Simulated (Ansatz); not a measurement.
## TiN: geometry relaxation

System: TiN (2 atoms in the cell).
Method: DFT PBE, scalar-relativistic, plane waves, PAW, no spin polarisation (Ansatz 0.2.0).

The structure was made by swapping elements on the sites of another compound; it need not be a known phase. It belongs to a series of runs on one base structure; here: Zr -> Ti on all its sites, cell and atoms relaxed.

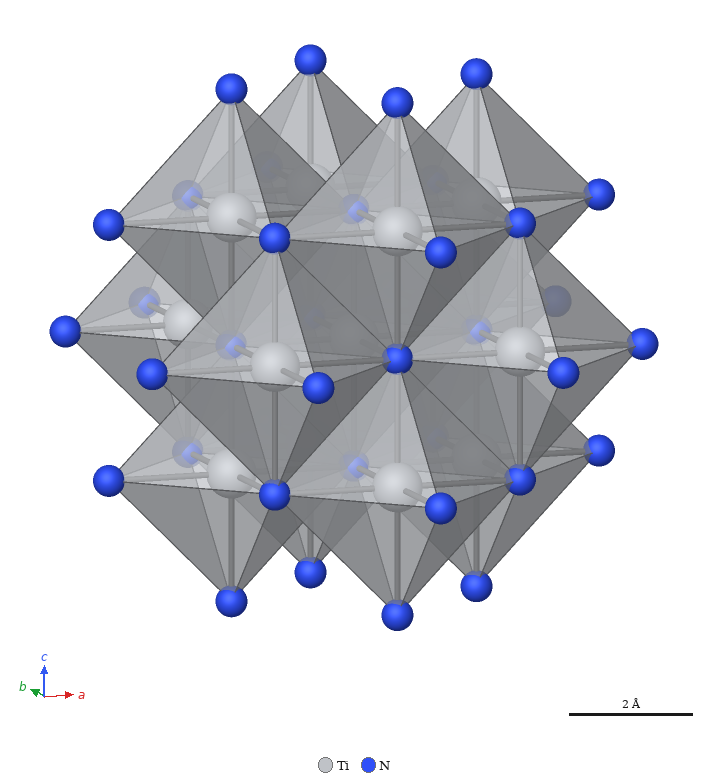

The input geometry (polyhedral view of the cell 4 times as large as that of the calculation, set on its symmetry axes, seen slightly off an axis; polyhedra are completed across the faces of the cell).

**Key numbers**

- outcome: converged
- space group (tolerance 0.01 Å): Fm-3m (225)
- electrons treated: 17
- free energy: −2887.1096 eV
- Fermi energy: 17.066 eV
- gap on the k-point mesh: none (metallic)
- pressure: −0.04 GPa
- final volume: 19.15 Å³
- largest force (length of the vector) at the end: under 0.001 eV/Å
- final cell: a = 3.003 Å, b = 3.003 Å, c = 3.003 Å, α = 60.00°, β = 60.00°, γ = 60.00°
- hardware: 1 thread of AMD EPYC (Zen 3), 32 GiB of memory available, shared host
- wall time: 8.6 s
- peak memory: 0.42 GiB

**Notes**

The cell holds an odd number of electrons but the run has no spin polarisation, so it comes out as a metal.

**Input file**
```yaml
crystal:
  lattice:
    - [0.0, 2.1239028606, 2.1239028606]
    - [2.1239028606, 0.0, 2.1239028606]
    - [2.1239028606, 2.1239028606, 0.0]
  atoms:
    - { symbol: Ti, position: [0.5, 0.5, 0.5] }
    - { symbol: "N", position: [0.0, 0.0, 0.0] }
basis:
  ecutwfc: 420
kpoints:
  mp_grid: { grid: [18, 18, 18] }
hamiltonian:
  xc: pbe
scf:
  occupations: { method: gaussian, width: 0.1 }
output:
  forces: true
  stress: true
  eigenvalues: true
relax:
  adjacent_minimum: "off"
  f_tol: 0.01
  max_steps: 60
  cell: { stress_tol: 0.1 }
```

Launched with:
```bash
ansatz run input.yaml --threads 1 --pin off --max-ram 2560MiB --backend cpu --events-out ev --progress --plain --runs-dir out
```

**Log**
```
Engine: ansatz 0.2.0, x86_64-unknown-linux-gnu
Pseudopotentials: kind: paw
Pseudopotential: Ti, paw, valence charge 12, recommended cutoff 420 eV (normal), Ti.paw.azcp
Pseudopotential: N, paw, valence charge 5, recommended cutoff 420 eV (normal), N.paw.azcp
Functional definition: PBE
  parameter kappa = 0.804
  parameter beta = 0.06672455060314922
  exchange = pbe_x(kappa = kappa, mu = beta*pi^2/3)
  correlation = pbe_c(beta = beta)
Crystal: 2 atoms, lattice volume = 19.162 Å³
Basis set: ecut = 420 eV, 339 PW (Γ), exchange–correlation on 48×48×48 points (8 copies of the dense FFT grid, shifted against one another)
Bands: 13, of which v1, the nominal top of the filled ones, is band 9 counted from 1 (8 counted from 0)
Symmetry: 48 space group operations
Space group: Fm-3m (ITA 225), of the structure as read, at distance tolerance 2.7e-5 Å
k-points: 195 of 5832
Non-local potential: Ti, projectors of the file, l = 0: 3, l = 1: 2, l = 2: 3, l = 3: 1
Non-local potential: N, projectors of the file, l = 0: 2, l = 1: 2, l = 2: 1
PAW form: soft (Blöchl's): semilocal exchange-correlation on the pseudo side does not see the compensation charge
PAW one-centre angular grid: Ti, 590 points (default); XC on 64 Gauss nodes
PAW one-centre angular grid: N, 110 points (default); XC on 64 Gauss nodes
Initial density: superposition of atomic densities (neutral atoms: chi_scale 0, normalization atom), corrected by the library's trained network
Initial wavefunctions: pseudopotential atomic-orbital guess
Functional: x = pbe(κ = 0.804, μ = 0.2195149727645171), c = pbe(β = 0.06672455060314922)
SCF iter   1: F=—  HF=-2887.109890 eV  |F-HF|=—  |Δ(HF+E_count)|=         —  Δρ=1.76e-3  dr2=3.87e-4  ethr=1.77e-3  ⟨swp⟩=4.4  Hψ=12312  notcnv=0
preconditioner: auto → none  [metal: Δε(μ)=0.037 eV  Ē_g=9.570 eV  σ=0.100 eV  W_gap=0.20  n_scr=8 (ndim 8)  ℏωp=25.4 eV  f_vac=0.000  D(μ)=0.86/eV (n_scr^D=8)  sad-step TF]
SCF iter   2: F=—  HF=-2887.109530 eV  |F-HF|=—  |Δ(HF+E_count)|=   3.60e-4  Δρ=1.06e-3  dr2=1.62e-4  ethr=2.27e-6  ⟨swp⟩=1.3  Hψ=4229  notcnv=0
SCF iter   3: F=—  HF=-2887.109561 eV  |F-HF|=—  |Δ(HF+E_count)|=   3.19e-5  Δρ=1.18e-4  dr2=3.15e-6  ethr=9.52e-7  ⟨swp⟩=2.8  Hψ=3827  notcnv=0
SCF iter   4: F=—  HF=-2887.109565 eV  |F-HF|=—  |Δ(HF+E_count)|=   3.27e-6  Δρ=1.77e-5  dr2=1.82e-8  ethr=1.85e-8  ⟨swp⟩=2.5  Hψ=3342  notcnv=0
iter 5 did not close the SCF: its close was put off for the readings that it lacked (scf_convergence_deferred on its scf_iter line)
SCF iter   5: F=-2887.109565 eV  HF=-2887.109565 eV  |F-HF|=6.22e-10  |Δ(HF+E_count)|=   3.21e-8  Δρ=2.62e-6  dr2=8.00e-10  ethr=1.07e-10  ⟨swp⟩=2.1  Hψ=3356  notcnv=0
SCF iter   6: F=-2887.109565 eV  HF=-2887.109565 eV  |F-HF|=2.64e-11  |Δ(HF+E_count)|=  2.74e-10  Δρ=6.91e-7  dr2=4.79e-11  ethr=4.71e-12  ⟨swp⟩=1.8  Hψ=8192  notcnv=0
SCF 1 converged in 6 iterations: F = -2887.109565 eV  dr2 = 4.79e-11
  greatest PAW one-centre occupation: 0.999 electrons in one spin orbital (limit 2), on the Ti atom at site 0 (counted from 0), in its partial waves of l = 0
relax step   1: F+E_penalty+E_count = -2887.10956472 eV  Δ(F+E_penalty+E_count) = +0.000e0 eV  max|allowed force component| = 1.860e-29 eV/Å  Δτ_max = 0.0000 Å  P = -0.177 GPa  Ω = 19.162 Å³  (6 SCF iters, dr2 threshold 1.00e-7 eV, accepted)
Crystal: 2 atoms, lattice volume = 19.152 Å³
Initial density: handed on by an earlier stage of this run
Initial wavefunctions: those handed on with the density
iter 1 solved again at ethr=1.36e-8 eV; its pass at ethr=3.10e-3 eV (dr2=2.31e-6 eV) is discarded
SCF iter   1: F=—  HF=-2887.109599 eV  |F-HF|=—  |Δ(HF+E_count)|=         —  Δρ=1.04e-4  dr2=2.34e-6  ethr=1.36e-8  ⟨swp⟩=1.0  Hψ=12306  notcnv=0
preconditioner: auto → none  [metal: Δε(μ)=0.034 eV  Ē_g=9.587 eV  σ=0.100 eV  W_gap=0.19  n_scr=8 (ndim 8)  ℏωp=25.5 eV  f_vac=0.000  D(μ)=0.86/eV (n_scr^D=8)]
SCF iter   2: F=—  HF=-2887.109601 eV  |F-HF|=—  |Δ(HF+E_count)|=   2.27e-6  Δρ=3.97e-5  dr2=3.85e-7  ethr=1.36e-8  ⟨swp⟩=1.4  Hψ=2835  notcnv=0
iter 3 did not close the SCF: its close was put off for the readings that it lacked (scf_convergence_deferred on its scf_iter line)
SCF iter   3: F=-2887.109601 eV  HF=-2887.109601 eV  |F-HF|=8.98e-9  |Δ(HF+E_count)|=   7.15e-8  Δρ=6.76e-6  dr2=1.13e-8  ethr=2.27e-9  ⟨swp⟩=1.5  Hψ=2662  notcnv=0
iter 4 did not close the SCF: its close was put off for the readings that it lacked (scf_convergence_deferred on its scf_iter line)
SCF iter   4: F=-2887.109601 eV  HF=-2887.109601 eV  |F-HF|=9.09e-12  |Δ(HF+E_count)|=   1.38e-9  Δρ=1.34e-6  dr2=1.28e-10  ethr=6.66e-11  ⟨swp⟩=2.3  Hψ=3157  notcnv=0
iter 5 did not close the SCF: its close was put off for the readings that it lacked (scf_convergence_deferred on its scf_iter line)
SCF iter   5: F=-2887.109601 eV  HF=-2887.109601 eV  |F-HF|=1.36e-12  |Δ(HF+E_count)|=  2.68e-11  Δρ=1.32e-7  dr2=2.88e-12  ethr=1.00e-12  ⟨swp⟩=2.4  Hψ=3801  notcnv=0
SCF iter   6: F=-2887.109601 eV  HF=-2887.109601 eV  |F-HF|=4.55e-13  |Δ(HF+E_count)|=    0.00e0  Δρ=2.23e-8  dr2=7.42e-14  ethr=1.00e-12  ⟨swp⟩=1.0  Hψ=5850  notcnv=0
SCF 2 converged in 6 iterations: F = -2887.109601 eV  dr2 = 7.42e-14
relax step   2: F+E_penalty+E_count = -2887.10960074 eV  Δ(F+E_penalty+E_count) = -3.602e-5 eV  max|allowed force component| = 1.660e-29 eV/Å  Δτ_max = 0.0000 Å  P = -0.034 GPa  Ω = 19.152 Å³  energy of the carried Pulay correction = +2.961e-5 eV  (6 SCF iters, dr2 threshold 7.82e-8 eV, accepted)
Initial wavefunctions: pseudopotential atomic-orbital guess (no wavefunctions were taken with the density)
iter 1 solved again at ethr=2.87e-9 eV; its pass at ethr=3.10e-3 eV (dr2=4.87e-7 eV) is discarded
SCF iter   1: F=—  HF=-2887.109563 eV  |F-HF|=—  |Δ(HF+E_count)|=         —  Δρ=3.64e-6  dr2=4.94e-10  ethr=2.87e-9  ⟨swp⟩=2.9  Hψ=19119  notcnv=0
preconditioner: auto → none  [metal: Δε(μ)=0.034 eV  Ē_g=9.586 eV  σ=0.100 eV  W_gap=0.19  n_scr=8 (ndim 8)  ℏωp=25.5 eV  f_vac=0.000  D(μ)=0.86/eV (n_scr^D=8)]
iter 2 did not close the SCF: its close was put off for the readings that it lacked (scf_convergence_deferred on its scf_iter line)
SCF iter   2: F=-2887.109566 eV  HF=-2887.109566 eV  |F-HF|=1.89e-10  |Δ(HF+E_count)|=   2.67e-6  Δρ=1.66e-6  dr2=6.55e-11  ethr=2.91e-12  ⟨swp⟩=2.0  Hψ=4191  notcnv=0
iter 3 did not close the SCF: its close was put off for the readings that it lacked (scf_convergence_deferred on its scf_iter line)
SCF iter   3: F=-2887.109566 eV  HF=-2887.109566 eV  |F-HF|=7.73e-12  |Δ(HF+E_count)|=  1.97e-10  Δρ=3.44e-7  dr2=3.50e-12  ethr=1.00e-12  ⟨swp⟩=2.0  Hψ=3475  notcnv=0
iter 4 did not close the SCF: its close was put off for the readings that it lacked (scf_convergence_deferred on its scf_iter line)
SCF iter   4: F=-2887.109566 eV  HF=-2887.109566 eV  |F-HF|=4.55e-13  |Δ(HF+E_count)|=  9.09e-12  Δρ=5.16e-8  dr2=9.12e-14  ethr=1.00e-12  ⟨swp⟩=1.0  Hψ=2535  notcnv=0
iter 5 did not close the SCF: its close was put off for the readings that it lacked (scf_convergence_deferred on its scf_iter line)
SCF iter   5: F=-2887.109566 eV  HF=-2887.109566 eV  |F-HF|=1.36e-12  |Δ(HF+E_count)|=  9.09e-13  Δρ=8.17e-9  dr2=4.92e-15  ethr=1.00e-12  ⟨swp⟩=1.0  Hψ=2535  notcnv=0
SCF iter   6: F=-2887.109566 eV  HF=-2887.109566 eV  |F-HF|=4.55e-13  |Δ(HF+E_count)|=  2.27e-12  Δρ=1.22e-9  dr2=1.75e-16  ethr=1.00e-12  ⟨swp⟩=1.0  Hψ=5850  notcnv=0
SCF 3 converged in 6 iterations: F = -2887.109566 eV  dr2 = 1.75e-16
relax step   3: F+E_penalty+E_count = -2887.10956591 eV  Δ(F+E_penalty+E_count) = +3.482e-5 eV  max|allowed force component| = 4.667e-30 eV/Å  Δτ_max = 0.0000 Å  P = -0.037 GPa  Ω = 19.152 Å³  stress off target by 3.66e-2 GPa  SCF on the basis re-selected at this cell (its energy is not comparable with the rows above)  (6 SCF iters)
```

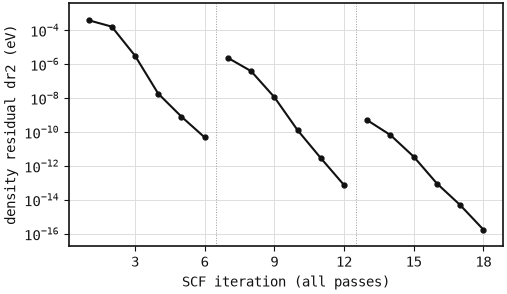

Convergence of the self-consistent field: density residual dr2 against the SCF iteration. The dotted lines part the SCF passes of the relaxation: geometry steps, rejected trials and re-solves on a re-selected basis. The passes take 6, 6 and 6 iterations.

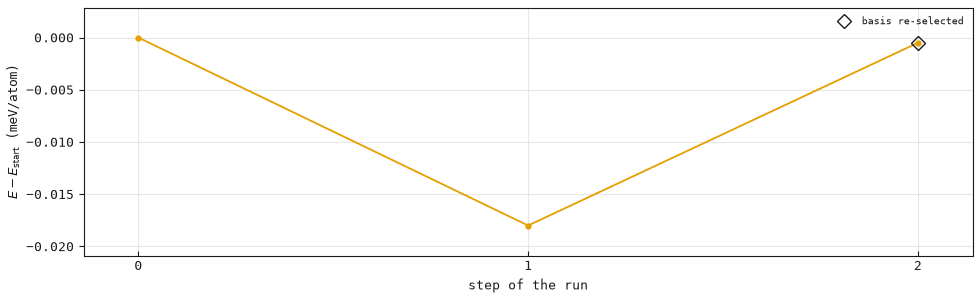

Progress of the relaxation, step by step (the first geometry is step 0 here and step 1 in the log). The atoms keep their places (all moves are under 0.005 Å). The cell stays as it was. The space group stays Fm-3m (No. 225). Over 1 geometry step the energy falls by next to nothing (0.0 meV per atom). All forces vanish by symmetry, so only the cell relaxes. The pressure goes from −0.18 to −0.04 GPa. A last SCF at the same geometry on a re-selected plane-wave basis shifts the energy by +0.0 meV per atom.

```
basis re-selected at this cell: Δ(F+E_penalty+E_count) = +3.482e-5 eV, ΔP = -0.002 GPa vs the last step (what re-selecting the basis moved, of the pressure what is left beyond the Pulay correction that the steps carried, after the strain that the cell walked since its last selection, with what the two solves' SCF thresholds leave and, on support functions, any second-order correction that the steps lacked; it is no measure of the basis error at this ecutwfc). This SCF's stress stands 3.66e-2 GPa from its target on what of the cell is left free (relax.cell.stress_tol is 1.00e-1 GPa) and its largest allowed force component is 4.67e-30 eV/Å (relax.f_tol is 1.00e-2 eV/Å): within both
SCF converged after 6 iterations
Free energy (F): -2887.109566 eV
Harris-Foulkes:  -2887.109566 eV  (|F-HF|=4.55e-13)
Internal energy: -2887.105285 eV  (E = F + TS)
E sigma→0 (E₀):  -2887.107426 eV
Entropy (-TS):   -0.004281 eV (-2.140 meV/atom)
Fermi energy:    17.065878 eV
--- Per-component energies (eV) ---
  E_band       = -93.129261
  E_kinetic    = 406.331605
  E_local      = -790.709742  (includes V_loc(G=0)·N_el)
  E_nonlocal   = 51.266418
  E_hartree    = 315.001299
  E_xc         = -159.769672
  E_vxc        = -201.408075  (∫ρ·V_xc dr)
  E_paw        = -1174.001712  (= ΣΔE_a)
  E_vpaw       = -188.612282  (= ΣTr[D̂ρ^β])
  E_aug_tail   = 0.000217  (compensation charges beyond the density's cutoff)
  E_ewald      = -1535.223699
  E_smearing   = -0.004281  (= −TS)
  E_closure    = 0.000000  (closes the sum)
  Σ components = -2887.109566   (vs F -2887.109566, Δ=0.00e0)
--- Forces (eV/Å), atoms counted from 1 ---
  atom   1  Ti     0.00000000    -0.00000000    -0.00000000
  atom   2  N     -0.00000000     0.00000000     0.00000000
  max |Σ_I F_I| component: 7.49e-30 eV/Å
--- Stress (GPa, compression-positive) ---
       -0.036587      -0.000000      -0.000000
       -0.000000      -0.036587      -0.000000
       -0.000000      -0.000000      -0.036587
  P = ⅓ Tr σ = -0.0366 GPa (-0.366 kbar)
--- Band table (eV; the first three rows and the last of 195) ---
  k-point 0: bands = ["-40.7781", "-16.7683", "-16.7683", "-16.7683", "-0.0330", "15.0171", "15.0171", "15.0171", "16.4542", "16.4542", "16.4542", "17.6461", "17.6461"]
  k-point 1: bands = ["-40.7753", "-16.7886", "-16.7700", "-16.7700", "0.0272", "14.6538", "14.7474", "14.7474", "16.5485", "16.5485", "16.6435", "17.9214", "17.9214"]
  k-point 2: bands = ["-40.7670", "-16.8465", "-16.7748", "-16.7748", "0.2035", "13.8732", "14.1851", "14.1851", "16.7491", "16.7491", "16.9622", "18.5765", "18.5765"]
  k-point 194: bands = ["-40.6512", "-17.1638", "-17.1072", "-16.9914", "1.8226", "11.4886", "11.7237", "11.7589", "17.5770", "18.3392", "19.4436", "20.1422", "20.9112"]
--- Relaxed structure (2 steps of the walk, 2 accepted, 1 SCFs on fresh bases) ---
  F+E_penalty+E_count = -2887.10956591 eV   max|allowed force component| = 4.667e-30 eV/Å   (the final SCF, on the basis selected at the relaxed cell)
  cell:  # Å, volume = 19.1520 Å³
    - [3.8215290246716924e-35, 2.1235435778627583, 2.1235435778627583]
    - [2.1235435778627583, -1.528611609868677e-34, 2.1235435778627583]
    - [2.1235435778627583, 2.1235435778627583, -1.1464587074015077e-34]
  atoms:
    - { symbol: Ti, position: [0.5, 0.5, 0.5] }
    - { symbol: N, position: [6.641514765831871e-38, -1.4020975616756174e-37, -8.117406936016733e-38] }
```

**Trajectory as extended XYZ (Å, eV, eV/Å), 3 frames, from step=1 to step=3**
```
2
Lattice="0.0000 2.1239 2.1239 2.1239 0.0000 2.1239 2.1239 2.1239 0.0000" Properties=species:S:1:pos:R:3:forces:R:3 step=1 energy=-2887.10957 pressure_GPa=-0.18
Ti    2.1239    2.1239    2.1239    0.0000   0.0000   0.0000
N     0.0000    0.0000    0.0000    0.0000   0.0000   0.0000
2
Lattice="0.0000 2.1235 2.1235 2.1235 0.0000 2.1235 2.1235 2.1235 0.0000" Properties=species:S:1:pos:R:3:forces:R:3 step=2 energy=-2887.10960 pressure_GPa=-0.03
Ti    2.1235    2.1235    2.1235    0.0000   0.0000   0.0000
N     0.0000    0.0000    0.0000    0.0000   0.0000   0.0000
2
Lattice="0.0000 2.1235 2.1235 2.1235 0.0000 2.1235 2.1235 2.1235 0.0000" Properties=species:S:1:pos:R:3:forces:R:3 step=3 energy=-2887.10957 pressure_GPa=-0.04
Ti    2.1235    2.1235    2.1235    0.0000   0.0000   0.0000
N     0.0000    0.0000    0.0000    0.0000   0.0000   0.0000
```
